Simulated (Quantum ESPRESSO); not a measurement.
Single-point calculation, with input and output: GaP (part 1 of 2)

The run: single-point calculation of GaP (2 atoms in the cell). Method and program: Kohn-Sham DFT of a periodic cell, PBE, SSSP 1.3 efficiency PBE, no spin polarisation (Quantum ESPRESSO 7.5).

The structure was built on a prototype by a generator; it need not be a known phase.

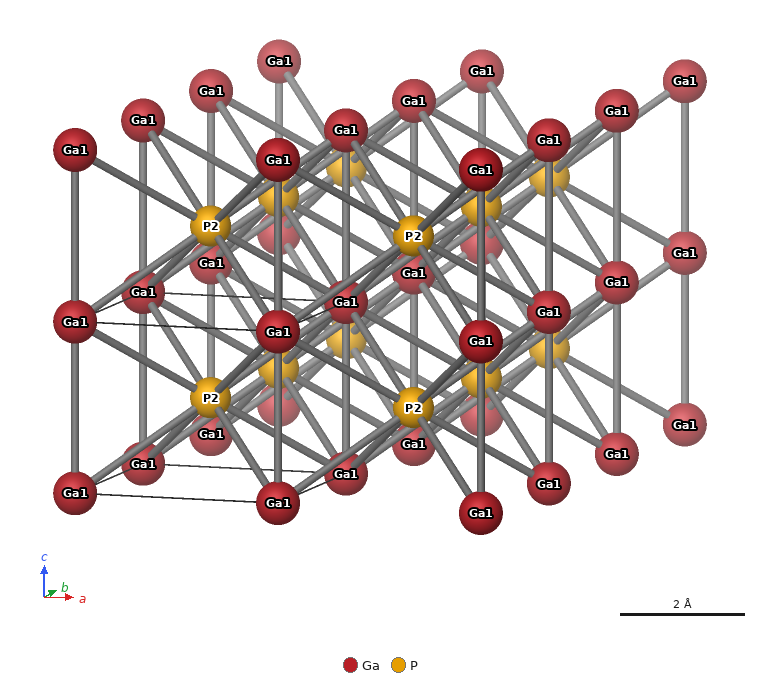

**Figure 1.** The input geometry (ball-and-stick view of the cell of the calculation, repeated 2 × 3 × 2, seen slightly off an axis; atoms are numbered from 1 in the order of the input). An atom can appear more than once, as a periodic image.

## The input
```
&CONTROL
  calculation = 'scf'
  prefix = 'pwscf'
  outdir = './tmp'
  pseudo_dir = './pseudo'
  tprnfor = .true.
  tstress = .true.
  disk_io = 'nowf'
/
&SYSTEM
  ibrav = 0
  nat = 2
  ntyp = 2
  ecutwfc = 70
  ecutrho = 560
  nbnd = 15
  occupations = 'smearing'
  smearing = 'fd'
  degauss = 0.00367493
/
&ELECTRONS
  conv_thr = 4d-10
  electron_maxstep = 120
  mixing_beta = 0.5
/
ATOMIC_SPECIES
Ga    69.7230 Ga.pbe-dn-kjpaw_psl.1.0.0.UPF
P     30.9738 P.pbe-n-rrkjus_psl.1.0.0.UPF
CELL_PARAMETERS angstrom
   3.4566600000    0.0000000000    0.0000000000
   0.0000000000    3.4566600000    0.0000000000
   0.0000000000    0.0000000000    2.8025600000
ATOMIC_POSITIONS crystal
Ga     0.0000000000    0.0000000000    0.0000000000
P      0.5000000000    0.5000000000    0.5000000000
K_POINTS automatic
8 8 9 0 0 0
```

Run on 1 thread of Arm Neoverse V1, 112 GiB of memory available, shared host.

Launched with:
```bash
OMP_NUM_THREADS=1 pw.x -in pw.in > pw.out
```

## The program's output
```
This program is part of the open-source Quantum ESPRESSO suite
     for quantum simulation of materials; please cite
         "P. Giannozzi et al., J. Phys.:Condens. Matter 21 395502 (2009);
         "P. Giannozzi et al., J. Phys.:Condens. Matter 29 465901 (2017);
         "P. Giannozzi et al., J. Chem. Phys. 152 154105 (2020);
          URL
     in publications or presentations arising from this work. More details at

     file Ga.pbe-dn-kjpaw_psl.1.0.0.UPF: wavefunction(s)  4S renormalized
     Message from routine setup:
     using ibrav=0 with symmetry is DISCOURAGED, use correct ibrav instead

     G-vector sticks info
     --------------------
     sticks:   dense  smooth     PW     G-vecs:    dense   smooth      PW
     Sum        1901     949    293                50587    17889    3051

     Using Slab Decomposition

     bravais-lattice index     =            0
     lattice parameter (alat)  =       6.5321  a.u.
     unit-cell volume          =     225.9773 (a.u.)^3
     number of atoms/cell      =            2
     number of atomic types    =            2
     number of electrons       =        18.00
     number of Kohn-Sham states=           15
     kinetic-energy cutoff     =      70.0000  Ry
     charge density cutoff     =     560.0000  Ry
     scf convergence threshold =      4.0E-10
     mixing beta               =       0.5000
     number of iterations used =            8  plain     mixing
     Exchange-correlation= PBE
                           (   1   4   3   4   0   0   0)

     celldm(1)=   6.532141  celldm(2)=   0.000000  celldm(3)=   0.000000
     celldm(4)=   0.000000  celldm(5)=   0.000000  celldm(6)=   0.000000

     crystal axes: (cart. coord. in units of alat)
               a(1) = (   1.000000   0.000000   0.000000 )
               a(2) = (   0.000000   1.000000   0.000000 )
               a(3) = (   0.000000   0.000000   0.810771 )

     reciprocal axes: (cart. coord. in units 2 pi/alat)
               b(1) = (  1.000000  0.000000  0.000000 )
               b(2) = (  0.000000  1.000000  0.000000 )
               b(3) = (  0.000000  0.000000  1.233394 )

     PseudoPot. # 1 for Ga read from file:
     Ga.pbe-dn-kjpaw_psl.1.0.0.UPF
     Pseudo is Projector augmented-wave + core cor, Zval = 13.0
     Generated using "atomic" code by A. Dal Corso  v.5.1
     Shape of augmentation charge: PSQ
     Using radial grid of 1205 points,  6 beta functions with:
                l(1) =   0
                l(2) =   0
                l(3) =   1
                l(4) =   1
                l(5) =   2
                l(6) =   2
     Q(r) pseudized with 0 coefficients

     PseudoPot. # 2 for P  read from file:
     P.pbe-n-rrkjus_psl.1.0.0.UPF
     Pseudo is Ultrasoft + core correction, Zval =  5.0
     Generated using "atomic" code by A. Dal Corso  v.5.1
     Using radial grid of 1147 points,  6 beta functions with:
                l(1) =   0
                l(2) =   0
                l(3) =   1
                l(4) =   1
                l(5) =   2
                l(6) =   2
     Q(r) pseudized with 0 coefficients

     atomic species   valence    mass     pseudopotential
     Ga               13.00    69.72300     Ga( 1.00)
     P                 5.00    30.97380     P ( 1.00)

     16 Sym. Ops., with inversion, found

   Cartesian axes

     site n.     atom                  positions (alat units)
         1        Ga     tau(   1) = (   0.0000000   0.0000000   0.0000000  )
         2        P      tau(   2) = (   0.5000000   0.5000000   0.4053855  )

     number of k points=    75  Fermi-Dirac smearing, width (Ry)=  0.0037
                       cart. coord. in units 2pi/alat
        k(    1) = (   0.0000000   0.0000000   0.0000000), wk =   0.0034722
        k(    2) = (   0.0000000   0.0000000   0.1370438), wk =   0.0069444
        k(    3) = (   0.0000000   0.0000000   0.2740875), wk =   0.0069444
        k(    4) = (   0.0000000   0.0000000   0.4111313), wk =   0.0069444
        k(    5) = (   0.0000000   0.0000000   0.5481750), wk =   0.0069444
        k(    6) = (   0.0000000   0.1250000   0.0000000), wk =   0.0138889
        k(    7) = (   0.0000000   0.1250000   0.1370438), wk =   0.0277778
        k(    8) = (   0.0000000   0.1250000   0.2740875), wk =   0.0277778
        k(    9) = (   0.0000000   0.1250000   0.4111313), wk =   0.0277778
        k(   10) = (   0.0000000   0.1250000   0.5481750), wk =   0.0277778
        k(   11) = (   0.0000000   0.2500000   0.0000000), wk =   0.0138889
        k(   12) = (   0.0000000   0.2500000   0.1370438), wk =   0.0277778
        k(   13) = (   0.0000000   0.2500000   0.2740875), wk =   0.0277778
        k(   14) = (   0.0000000   0.2500000   0.4111313), wk =   0.0277778
        k(   15) = (   0.0000000   0.2500000   0.5481750), wk =   0.0277778
        k(   16) = (   0.0000000   0.3750000   0.0000000), wk =   0.0138889
        k(   17) = (   0.0000000   0.3750000   0.1370438), wk =   0.0277778
        k(   18) = (   0.0000000   0.3750000   0.2740875), wk =   0.0277778
        k(   19) = (   0.0000000   0.3750000   0.4111313), wk =   0.0277778
        k(   20) = (   0.0000000   0.3750000   0.5481750), wk =   0.0277778
        k(   21) = (   0.0000000  -0.5000000   0.0000000), wk =   0.0069444
        k(   22) = (   0.0000000  -0.5000000   0.1370438), wk =   0.0138889
        k(   23) = (   0.0000000  -0.5000000   0.2740875), wk =   0.0138889
        k(   24) = (   0.0000000  -0.5000000   0.4111313), wk =   0.0138889
        k(   25) = (   0.0000000  -0.5000000   0.5481750), wk =   0.0138889
        k(   26) = (   0.1250000   0.1250000   0.0000000), wk =   0.0138889
        k(   27) = (   0.1250000   0.1250000   0.1370438), wk =   0.0277778
        k(   28) = (   0.1250000   0.1250000   0.2740875), wk =   0.0277778
        k(   29) = (   0.1250000   0.1250000   0.4111313), wk =   0.0277778
        k(   30) = (   0.1250000   0.1250000   0.5481750), wk =   0.0277778
        k(   31) = (   0.1250000   0.2500000   0.0000000), wk =   0.0277778
        k(   32) = (   0.1250000   0.2500000   0.1370438), wk =   0.0555556
        k(   33) = (   0.1250000   0.2500000   0.2740875), wk =   0.0555556
        k(   34) = (   0.1250000   0.2500000   0.4111313), wk =   0.0555556
        k(   35) = (   0.1250000   0.2500000   0.5481750), wk =   0.0555556
        k(   36) = (   0.1250000   0.3750000   0.0000000), wk =   0.0277778
        k(   37) = (   0.1250000   0.3750000   0.1370438), wk =   0.0555556
        k(   38) = (   0.1250000   0.3750000   0.2740875), wk =   0.0555556
        k(   39) = (   0.1250000   0.3750000   0.4111313), wk =   0.0555556
        k(   40) = (   0.1250000   0.3750000   0.5481750), wk =   0.0555556
        k(   41) = (   0.1250000  -0.5000000   0.0000000), wk =   0.0138889
        k(   42) = (   0.1250000  -0.5000000   0.1370438), wk =   0.0277778
        k(   43) = (   0.1250000  -0.5000000   0.2740875), wk =   0.0277778
        k(   44) = (   0.1250000  -0.5000000   0.4111313), wk =   0.0277778
        k(   45) = (   0.1250000  -0.5000000   0.5481750), wk =   0.0277778
        k(   46) = (   0.2500000   0.2500000   0.0000000), wk =   0.0138889
        k(   47) = (   0.2500000   0.2500000   0.1370438), wk =   0.0277778
        k(   48) = (   0.2500000   0.2500000   0.2740875), wk =   0.0277778
        k(   49) = (   0.2500000   0.2500000   0.4111313), wk =   0.0277778
        k(   50) = (   0.2500000   0.2500000   0.5481750), wk =   0.0277778
        k(   51) = (   0.2500000   0.3750000   0.0000000), wk =   0.0277778
        k(   52) = (   0.2500000   0.3750000   0.1370438), wk =   0.0555556
        k(   53) = (   0.2500000   0.3750000   0.2740875), wk =   0.0555556
        k(   54) = (   0.2500000   0.3750000   0.4111313), wk =   0.0555556
        k(   55) = (   0.2500000   0.3750000   0.5481750), wk =   0.0555556
        k(   56) = (   0.2500000  -0.5000000   0.0000000), wk =   0.0138889
        k(   57) = (   0.2500000  -0.5000000   0.1370438), wk =   0.0277778
        k(   58) = (   0.2500000  -0.5000000   0.2740875), wk =   0.0277778
        k(   59) = (   0.2500000  -0.5000000   0.4111313), wk =   0.0277778
        k(   60) = (   0.2500000  -0.5000000   0.5481750), wk =   0.0277778
        k(   61) = (   0.3750000   0.3750000   0.0000000), wk =   0.0138889
        k(   62) = (   0.3750000   0.3750000   0.1370438), wk =   0.0277778
        k(   63) = (   0.3750000   0.3750000   0.2740875), wk =   0.0277778
        k(   64) = (   0.3750000   0.3750000   0.4111313), wk =   0.0277778
        k(   65) = (   0.3750000   0.3750000   0.5481750), wk =   0.0277778
        k(   66) = (   0.3750000  -0.5000000   0.0000000), wk =   0.0138889
        k(   67) = (   0.3750000  -0.5000000   0.1370438), wk =   0.0277778
        k(   68) = (   0.3750000  -0.5000000   0.2740875), wk =   0.0277778
        k(   69) = (   0.3750000  -0.5000000   0.4111313), wk =   0.0277778
        k(   70) = (   0.3750000  -0.5000000   0.5481750), wk =   0.0277778
        k(   71) = (  -0.5000000  -0.5000000   0.0000000), wk =   0.0034722
        k(   72) = (  -0.5000000  -0.5000000   0.1370438), wk =   0.0069444
        k(   73) = (  -0.5000000  -0.5000000   0.2740875), wk =   0.0069444
        k(   74) = (  -0.5000000  -0.5000000   0.4111313), wk =   0.0069444
        k(   75) = (  -0.5000000  -0.5000000   0.5481750), wk =   0.0069444

     Dense  grid:    50587 G-vectors     FFT dimensions: (  50,  50,  40)

     Smooth grid:    17889 G-vectors     FFT dimensions: (  36,  36,  30)

     Initial potential from superposition of free atoms

     starting charge      17.9969, renormalised to      18.0000
     Starting wfcs are   13 randomized atomic wfcs +    2 random wfcs

     Self-consistent Calculation

     iteration #  1     ecut=    70.00 Ry     beta= 0.50
     Davidson diagonalization with overlap
     ethr =  1.00E-02,  avg # of iterations =  5.4

     Threshold (ethr) on eigenvalues was too large:
     Diagonalizing with lowered threshold

     Davidson diagonalization with overlap
     ethr =  1.34E-04,  avg # of iterations =  8.4

     total energy              =    -291.92097852 Ry
     estimated scf accuracy    <       0.02178970 Ry

     iteration #  2     ecut=    70.00 Ry     beta= 0.50
     Davidson diagonalization with overlap
     ethr =  1.21E-04,  avg # of iterations =  2.6

     total energy              =    -291.92635953 Ry
     estimated scf accuracy    <       0.00273522 Ry

     iteration #  3     ecut=    70.00 Ry     beta= 0.50
     Davidson diagonalization with overlap
     c_bands:  1 eigenvalues not converged
     c_bands:  1 eigenvalues not converged
     ethr =  1.52E-05,  avg # of iterations =  7.1

     total energy              =    -291.92793022 Ry
     estimated scf accuracy    <       0.00198163 Ry

     iteration #  4     ecut=    70.00 Ry     beta= 0.50
     Davidson diagonalization with overlap
     ethr =  1.10E-05,  avg # of iterations =  1.5

     total energy              =    -291.92798562 Ry
     estimated scf accuracy    <       0.00095838 Ry

     iteration #  5     ecut=    70.00 Ry     beta= 0.50
     Davidson diagonalization with overlap
     ethr =  5.32E-06,  avg # of iterations =  2.3

     total energy              =    -291.92805635 Ry
     estimated scf accuracy    <       0.00001037 Ry

     iteration #  6     ecut=    70.00 Ry     beta= 0.50
     Davidson diagonalization with overlap
     c_bands:  1 eigenvalues not converged
     c_bands:  1 eigenvalues not converged
     ethr =  5.76E-08,  avg # of iterations = 10.8

     total energy              =    -291.92814105 Ry
     estimated scf accuracy    <       0.00000759 Ry

     iteration #  7     ecut=    70.00 Ry     beta= 0.50
     Davidson diagonalization with overlap
     ethr =  4.22E-08,  avg # of iterations =  1.1

     total energy              =    -291.92814099 Ry
     estimated scf accuracy    <       0.00000505 Ry

     iteration #  8     ecut=    70.00 Ry     beta= 0.50
     Davidson diagonalization with overlap
     ethr =  2.80E-08,  avg # of iterations =  1.4

     total energy              =    -291.92814119 Ry
     estimated scf accuracy    <       0.00000041 Ry

     iteration #  9     ecut=    70.00 Ry     beta= 0.50
     Davidson diagonalization with overlap
     ethr =  2.30E-09,  avg # of iterations =  5.6

     total energy              =    -291.92814153 Ry
     estimated scf accuracy    <       0.00000004 Ry

     iteration # 10     ecut=    70.00 Ry     beta= 0.50
     Davidson diagonalization with overlap
     ethr =  1.97E-10,  avg # of iterations =  4.7

     total energy              =    -291.92814151 Ry
     estimated scf accuracy    <       0.00000003 Ry

     iteration # 11     ecut=    70.00 Ry     beta= 0.50
     Davidson diagonalization with overlap
     ethr =  1.79E-10,  avg # of iterations =  4.3

     total energy              =    -291.92814152 Ry
     estimated scf accuracy    <       0.00000002 Ry

     iteration # 12     ecut=    70.00 Ry     beta= 0.50
     Davidson diagonalization with overlap
     ethr =  1.19E-10,  avg # of iterations =  5.0

     total energy              =    -291.92814153 Ry
     estimated scf accuracy    <       0.00000010 Ry

     iteration # 13     ecut=    70.00 Ry     beta= 0.50
     Davidson diagonalization with overlap
     ethr =  1.19E-10,  avg # of iterations =  1.0

     total energy              =    -291.92814154 Ry
     estimated scf accuracy    <       0.00000007 Ry

     iteration # 14     ecut=    70.00 Ry     beta= 0.50
     Davidson diagonalization with overlap
     ethr =  1.19E-10,  avg # of iterations =  1.0

     total energy              =    -291.92814152 Ry
     estimated scf accuracy    <       0.00000006 Ry

     iteration # 15     ecut=    70.00 Ry     beta= 0.50
     Davidson diagonalization with overlap
     ethr =  1.19E-10,  avg # of iterations =  4.6

     total energy              =    -291.92814153 Ry
     estimated scf accuracy    <          2.9E-09 Ry

     iteration # 16     ecut=    70.00 Ry     beta= 0.50
     Davidson diagonalization with overlap
     ethr =  1.63E-11,  avg # of iterations =  2.5

     total energy              =    -291.92814153 Ry
     estimated scf accuracy    <          5.7E-10 Ry

     iteration # 17     ecut=    70.00 Ry     beta= 0.50
     Davidson diagonalization with overlap
     ethr =  3.15E-12,  avg # of iterations =  4.7

     End of self-consistent calculation

          k = 0.0000 0.0000 0.0000 (  2263 PWs)   bands (ev):

    -4.9544  -4.7916  -4.7167  -4.6530  -4.6530  -3.6106   7.4954   7.9091
     7.9091  12.7964  13.5623  17.1281  19.1783  19.1783  22.6756

          k = 0.0000 0.0000 0.1370 (  2222 PWs)   bands (ev):

    -4.9163  -4.7876  -4.7141  -4.6721  -4.6721  -3.3880   7.6103   8.1262
     8.1262  10.9113  13.7711  19.0116  19.0116  19.0801  21.3526

          k = 0.0000 0.0000 0.2741 (  2234 PWs)   bands (ev):

    -4.8221  -4.7773  -4.7197  -4.7197  -4.7076  -2.7239   7.1193   8.7591
     8.7591   9.0728  14.3915  17.9998  18.0337  18.0337  21.9227

          k = 0.0000 0.0000 0.4111 (  2242 PWs)   bands (ev):

    -4.7729  -4.7729  -4.7657  -4.7174  -4.7001  -1.6509   4.7995   9.7336
     9.7336   9.7338  15.3922  15.4341  16.2045  16.2045  21.9887

          k = 0.0000 0.0000 0.5482 (  2250 PWs)   bands (ev):

    -4.8070  -4.8070  -4.7582  -4.6952  -4.6498  -0.3721   2.7424  10.7600
    10.7600  11.1488  13.1342  14.5893  14.5893  16.5609  19.9190

          k = 0.0000 0.1250 0.0000 (  2235 PWs)   bands (ev):

    -4.9517  -4.7837  -4.7232  -4.6561  -4.6527  -3.4411   5.6001   8.0855
     9.3674  12.9237  14.3951  17.2723  17.5260  18.3999  21.8906

          k = 0.0000 0.1250 0.1370 (  2229 PWs)   bands (ev):

    -4.9130  -4.7798  -4.7204  -4.6784  -4.6715  -3.2160   5.8010   8.2988
     9.4289  11.1228  14.5969  17.5977  18.2175  19.1814  20.5190

          k = 0.0000 0.1250 0.2741 (  2238 PWs)   bands (ev):
```
